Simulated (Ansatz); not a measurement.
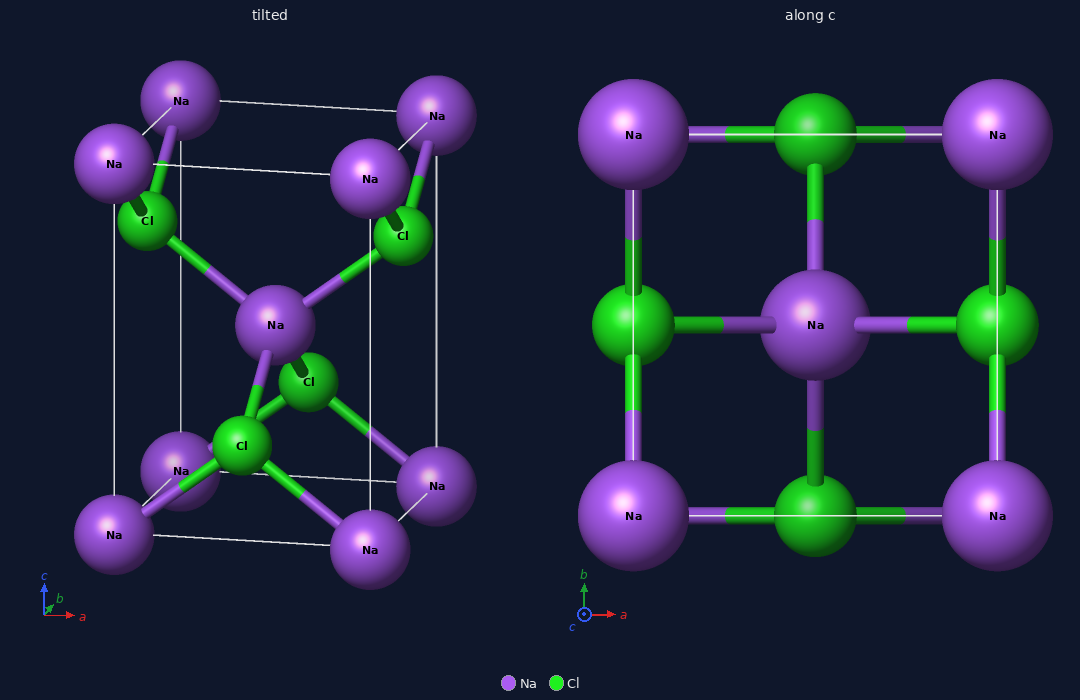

The crystal in a ball-and-stick representation, seen slightly off an axis and along the c axis. The wireframe shows the conventional unit cell.

NaCl, space group Imm2 (No. 44), a = 4.265 Å, b = 4.467 Å, c = 6.175 Å, α = 90.00°, β = 90.00°, γ = 90.00°. The structure was taken from a structure type filled with these elements by a generator (whether the compound takes this form wasn't checked). The cell was then strained or its atoms displaced on purpose. An electronic-structure calculation with Ansatz was run on it.

This one geometry was computed with Ansatz (DFT, plane waves, PAW) at three levels of theory: r2SCAN, HSE06 and PBE. It was relaxed with r2SCAN and then strained.

How does the band gap change with the level of theory?

Answer. PBE: a gap of 4.87 eV, direct; r2SCAN: a gap of 5.48 eV, direct; HSE06: a gap of 6.17 eV, direct.

Collect the results in a table.

Answer.
| level | cutoff (eV) | k-mesh of the run's cell | gap (eV) | pressure (GPa) |
| --- | --- | --- | --- | --- |
| r2SCAN | 500 | 8×8×8 | 5.48 | 0.0 |
| HSE06 | 420 | 6×6×6 | 6.17 | 0.3 |
| PBE | 420 | 8×8×8 | 4.87 | 0.7 |

Gaps are taken on the k-mesh or band path of each run.
